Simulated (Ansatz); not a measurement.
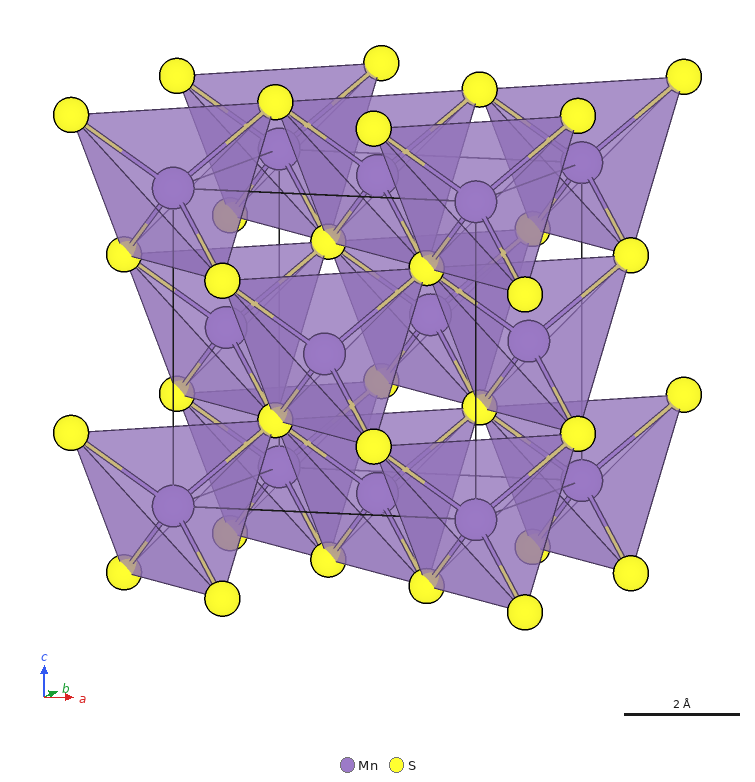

**Figure 1.** The input geometry (polyhedral view of the cell 4 times as large as that of the calculation, set on its symmetry axes, seen slightly off an axis; polyhedra are completed across the faces of the cell). An atom can appear more than once, as a periodic image.

Band-structure calculation of MnS

The run: band-structure calculation of MnS (F-43m, 2 atoms in the cell). Method and program: DFT LDA, scalar-relativistic, plane waves, PAW, spin-polarised (Ansatz 0.2.0).

The structure derives from an entry of the Crystallography Open Database. It belongs to a series of runs on one base structure; here: exchange couplings, spin waves and anisotropy by the force theorem. Figures and captions count atoms from 1; the log counts them from 0 in places.

**Log**
```
Warning: checkpoint.read: spin seed differs: saved 0cb7839a2810…, current 7f5293400db5…; the loaded state replaces the seed-built initial guess (but the starting_ns of a DFT+U solve that opens without the state's occupation matrices), so the run may converge into the producing seed's basin, or, where the symmetry group that follows from this deck's starting moments and starting_ns does not hold the saved magnetisation, lose that magnetisation at its first build. Where atoms have moved since the state was saved, this difference can also decide whether moments are moved with them. A self-consistent run of this deck without the state starts from its starting moments and, under a DFT+U term, its starting_ns
Engine: ansatz 0.2.0, x86_64-unknown-linux-gnu
Pseudopotentials: kind: paw
Pseudopotential: Mn, paw, valence charge 15, recommended cutoff 420 eV (normal), Mn.paw.azcp
Pseudopotential: S, paw, valence charge 6, recommended cutoff 420 eV (normal), S.paw.azcp
Functional definition: SPW92
  exchange = slater_x
  correlation = pw_c
Crystal: 2 atoms, lattice volume = 43.904 Å³
Basis set: ecut = 420 eV, 869 PW (Γ)
Bands: 17, of which v1, the nominal top of the filled ones, is band 11 counted from 1 (10 counted from 0)
Symmetry: 24 space group operations
Space group: F-43m (ITA 216), of the structure as read, at distance tolerance 3.5e-5 Å
Magnetic group: BNS 216.74 (UNI 1576), of the structure as read, at distance tolerance 3.5e-5 Å
k-points: 47 of 1000 (time reversal used)
Non-local potential: Mn, projectors of the file, l = 0: 3, l = 1: 2, l = 2: 3, l = 3: 1
Non-local potential: S, projectors of the file, l = 0: 2, l = 1: 2, l = 2: 2
PAW form: soft (Blöchl's): semilocal exchange-correlation on the pseudo side does not see the compensation charge
PAW frozen core: Mn, regenerated for the run's functional, and the local potential with it (the file was generated under x = pbe(κ = 0.804, μ = 0.2195149727645171), c = pbe(β = 0.06672455060314922))
PAW frozen core: S, regenerated for the run's functional, and the local potential with it (the file was generated under x = pbe(κ = 0.804, μ = 0.2195149727645171), c = pbe(β = 0.06672455060314922))
PAW one-centre angular grid: Mn, 590 points (default); XC on 64 Gauss nodes
PAW one-centre angular grid: S, 110 points (default); XC on 64 Gauss nodes
Initial density: read from a saved state, or passed on in memory by an earlier SCF of this step, an earlier step, the calling program or the single point that the run made first
Stability of the state it starts from, as read at its close in the collinear treatment: not read negative (Ritz values of 1 − χ₀K, real part plus size of imaginary part, from 0.99 to 1.1, by its mixing steps under the symmetry group of the SCF that read it); its run was given moments
Starting moments: Σ|m| = 4.45 μB on 1 of 2 sites; this step starts from the density that it was given
Initial wavefunctions: pseudopotential atomic-orbital guess
Functional: x = slater, c = lda
iter 1 solved again at ethr=9.69e-8 eV; its pass at ethr=3.10e-3 eV (dr2=2.03e-5 eV) is discarded
SCF iter   1: F=—  HF=-4710.988932 eV  |F-HF|=—  |Δ(HF+E_count)|=         —  Δρ=3.38e-6 (↑1.63e-6 ↓3.38e-6)  dr2=9.37e-9  dr2_m=1.56e-9  M=4.780 μB ∫|m|=4.780 μB  β_m=0.30  ethr=9.69e-8  ⟨swp⟩=3.0  Hψ=12356  notcnv=0
preconditioner: auto → Kerker (q_TF=auto, 2.413 Å⁻¹)  [metal: Δε(μ)=0.025 eV  Ē_g=9.100 eV  σ=0.050 eV  W_gap=0.28  n_scr=14 (ndim 8)  ℏωp=20.2 eV  f_vac=0.021  D(μ)=1.56/eV (n_scr^D=14)]
spin=Collinear: Kerker preconditioning applied to the charge; magnetization (m = ρ↑ − ρ↓) channel mixes plain (no charge-response kernel on spin).
SCF iter   2: F=-4710.988932 eV  HF=-4710.988932 eV  |F-HF|=1.75e-9  |Δ(HF+E_count)|=  9.69e-10  Δρ=1.85e-6 (↑1.81e-6 ↓1.85e-6)  dr2=2.49e-9  dr2_m=1.05e-9  M=4.780 μB ∫|m|=4.780 μB  ethr=4.46e-11  ⟨swp⟩=5.6  Hψ=6121  notcnv=0
SCF 1 converged in 2 iterations: F = -4710.988932 eV  dr2 = 2.49e-9
  greatest PAW one-centre occupation: 1.004 electrons in one spin orbital (limit 2), on the Mn atom at site 0 (counted from 0), in its partial waves of l = 1
NSCF: frozen V_eff on 38 k-points
NSCF: frozen V_eff on 47 k-points
Magnetocrystalline anisotropy: 0 of 47 k-points coupled
Magnetocrystalline anisotropy: 47 of 47 k-points coupled
Exchange couplings: 0 of 8 parts done
Exchange couplings: 1 of 8 parts done
Exchange couplings: 2 of 8 parts done
Exchange couplings: 3 of 8 parts done
Exchange couplings: 4 of 8 parts done
Exchange couplings: 5 of 8 parts done
Exchange couplings: 6 of 8 parts done
Exchange couplings: 7 of 8 parts done
Exchange couplings: 0 of 15 parts done
Exchange couplings: 1 of 15 parts done
Exchange couplings: 2 of 15 parts done
Exchange couplings: 3 of 15 parts done
Exchange couplings: 4 of 15 parts done
Exchange couplings: 5 of 15 parts done
Exchange couplings: 6 of 15 parts done
Exchange couplings: 7 of 15 parts done
Exchange couplings: 8 of 15 parts done
Exchange couplings: 9 of 15 parts done
Exchange couplings: 10 of 15 parts done
Exchange couplings: 11 of 15 parts done
Exchange couplings: 12 of 15 parts done
Exchange couplings: 13 of 15 parts done
Exchange couplings: 14 of 15 parts done
SCF converged after 2 iterations
Magnetization: 4.7805 μB (12.8902 up, 8.1098 down)
Absolute magnetization: 4.7805 μB (∫|ρ↑−ρ↓|, with the PAW one-centre terms)
Spin contamination: 0.0235 ħ² per cell (⟨S²⟩ above its minimum at these occupations)
Per-site moments (μB) at R_I (Å): [(4.043984180931415, 1.0002593413710266), (0.12225018025036263, 1.0002593413710266)]
Free energy (F): -4710.988932 eV
Harris-Foulkes:  -4710.988932 eV  (|F-HF|=1.75e-9)
Internal energy: -4710.986986 eV  (E = F + TS)
E sigma→0 (E₀):  -4710.987959 eV
Entropy (-TS):   -0.001947 eV (-0.973 meV/atom)
Fermi energy:    6.977828 eV
--- Per-component energies (eV) ---
  E_band       = -359.476761
  E_kinetic    = 405.483637
  E_local      = -2801.185594  (includes V_loc(G=0)·N_el)
  E_nonlocal   = 284.290841
  E_hartree    = 1146.073138
  E_xc         = -205.601855
  E_vxc        = -228.439786  (∫ρ·V_xc dr)
  E_paw        = -1816.487130  (= ΣΔE_a)
  E_vpaw       = -311.771765  (= ΣTr[D̂ρ^β])
  E_aug_tail   = -0.000009  (compensation charges beyond the density's cutoff)
  E_ewald      = -1724.097164
  E_core_change = 0.537151  (= ΣΔE_core)
  E_smearing   = -0.001947  (= −TS)
  E_closure    = -0.000000  (closes the sum)
  Σ components = -4710.988932   (vs F -4710.988932, Δ=0.00e0)
--- Forces (eV/Å), atoms counted from 1 ---
  atom   1  Mn    -0.00000000     0.00000000     0.00000000
  atom   2  S      0.00000000    -0.00000000     0.00000000
  max |Σ_I F_I| component: 2.78e-17 eV/Å
--- Stress (GPa, compression-positive) ---
       -5.683333      -0.000000      -0.000000
       -0.000000      -5.683333       0.000000
       -0.000000       0.000000      -5.683333
  P = ⅓ Tr σ = -5.6833 GPa (-56.833 kbar)
--- Band table (eV; the first three rows and the last of 94) ---
  k-point 0 ↑: bands = ["-73.9754", "-43.0770", "-43.0770", "-43.0770", "-6.7476", "2.3374", "2.3374", "2.3374", "4.1101", "4.1101", "7.4794", "7.4794", "7.4794", "8.0066", "12.8916", "12.8916", "12.8916"]
  k-point 1 ↑: bands = ["-73.9754", "-43.0774", "-43.0771", "-43.0771", "-6.6887", "2.2325", "2.3619", "2.3619", "4.1039", "4.1039", "6.8526", "7.3805", "7.3805", "8.6144", "12.7745", "13.0456", "13.0456"]
  k-point 2 ↑: bands = ["-73.9753", "-43.0782", "-43.0772", "-43.0772", "-6.5283", "1.9754", "2.4228", "2.4228", "4.1004", "4.1004", "5.9977", "7.1291", "7.1291", "9.3533", "12.6925", "13.3496", "13.3496"]
  k-point 46 ↓: bands = ["-69.5963", "-38.8139", "-38.8126", "-38.8117", "-5.5303", "2.5396", "3.0837", "3.7109", "6.9091", "7.5277", "8.0696", "8.3796", "8.8407", "12.6870", "13.7973", "15.0404", "15.2358"]
--- Löwdin populations: 2 sites ---
  site symbol       q [e]    m [muB]
     0     Mn     14.0152     4.4232
     1      S      6.8064     0.2763
  spilling = 0.008495 (of n_electrons = 21.000000)
```

**File populations.tsv**
```
# site	symbol	l	j	q_up	q_dn
# orbitals = lowdin
# n_electrons = 21.000000
# spilling = 0.008495
0	Mn	0_3S	-	0.999793	0.999814
0	Mn	0_4S	-	0.314895	0.254319
0	Mn	1_3P	-	2.999469	2.998049
0	Mn	2_3D	-	4.905076	0.543814
1	S	0_3S	-	0.919676	0.885434
1	S	1_3P	-	2.621676	2.379580
```

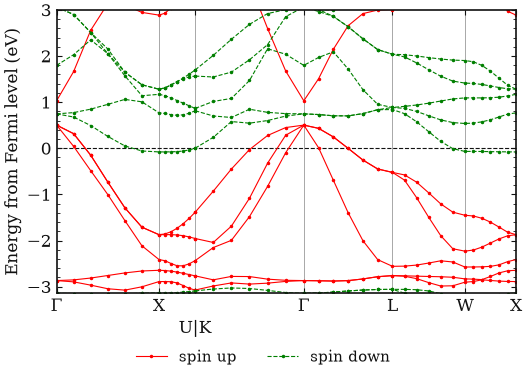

**Figure 2.** Band structure along Γ–X–U|K–Γ–L–W–X, with energies from the Fermi level. Bands cross the Fermi level: a metal at this level of theory.

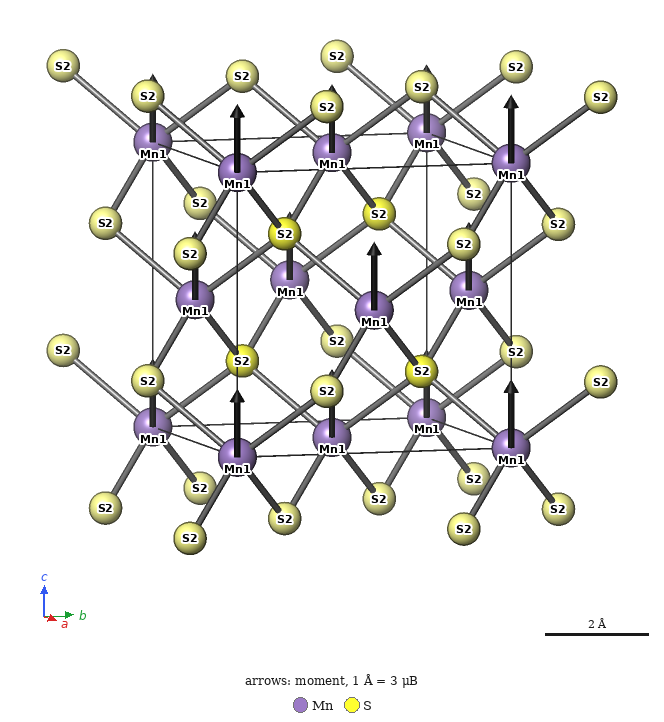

**Figure 3.** Magnetic moments of the sites as black arrows (ball-and-stick view of the cell 4 times as large as that of the calculation, set on its symmetry axes, seen slightly off an axis; neighbours outside the cell are drawn fainter; atoms are numbered from 1 in the order of the input); small moments hardly show. The run is collinear, so the axis drawn is arbitrary. Site moments: Mn1 (4.04 μB); S2 (0.12 μB). They are counted near the atoms and needn't add up to the moment of the cell.

The run was set up as follows.

**Input file**
```yaml
crystal:
  lattice:
    - [0.0, 2.8, 2.8]
    - [2.8, 0.0, 2.8]
    - [2.8, 2.8, 0.0]
  atoms:
    - { symbol: Mn, position: [0.0, 0.0, 0.0], spin: 4.45 }
    - { symbol: S, position: [0.75, 0.75, 0.75] }
basis:
  ecutwfc: 420
  ecutrho_ratio: 4
kpoints:
  mp_grid: { grid: [10, 10, 10] }
  band_path:
    path:
      - [[0.0, 0.0, 0.0], [-0.5, -0.5, 0.0], [-0.375, -0.375, 0.25]]
      - [[-0.375, 0.0, 0.375], [0.0, 0.0, 0.0], [0.0, 0.0, 0.5], [-0.5, -0.25, 0.25], [-0.5, -0.5, 0.0]]
    npoints: 6
hamiltonian:
  xc: lda
scf:
  occupations: { method: gaussian, width: 0.05 }
  lower_state_search: "off"
output:
  forces: true
  stress: true
  eigenvalues: true
  populations: true
  eigenstates:
    nscf_kmesh: { grid: [10, 10, 10] }
    top_band: c30
    exchange_couplings: { magnetic: [{ site: 0 }], antisymmetric: true }
    magnetocrystalline_anisotropy: {}
magnetization:
  spin_polarized: true
checkpoint:
  read: start.run
  write: ck
  compress: false
  write_wavefunctions: false
  write_every: 100000
```

Launch command:
```bash
ansatz run input.yaml --threads 4 --pin off --max-ram 9216MiB --backend cpu --events-out ev --progress --plain --runs-dir out
```

**Results in brief**

| quantity | value |
| --- | --- |
| outcome | converged |
| space group (tolerance 0.01 Å) | F-43m (216) |
| electrons treated | 21 |
| free energy | −4710.9889 eV |
| Fermi energy | 6.978 eV |
| gap on the k-point mesh | none (metallic) |
| net moment of the cell | 4.78 μB |
| integrated absolute moment | 4.78 μB |
| pressure | −5.68 GPa |
| largest force (length of the vector) | under 0.001 eV/Å |
| hardware | 4 threads of Intel Xeon @ 2.50GHz (Skylake/Cascade Lake), 16 GiB of memory available, shared host |
| wall time | 81 s (CPU time 5.1 min) |
| peak memory | 1.6 GiB |

**Notes**

Warnings of the run: the state was not tested for a lower one. The cell is under a tension of 5.7 GPa at this level, so it is not at its equilibrium volume.
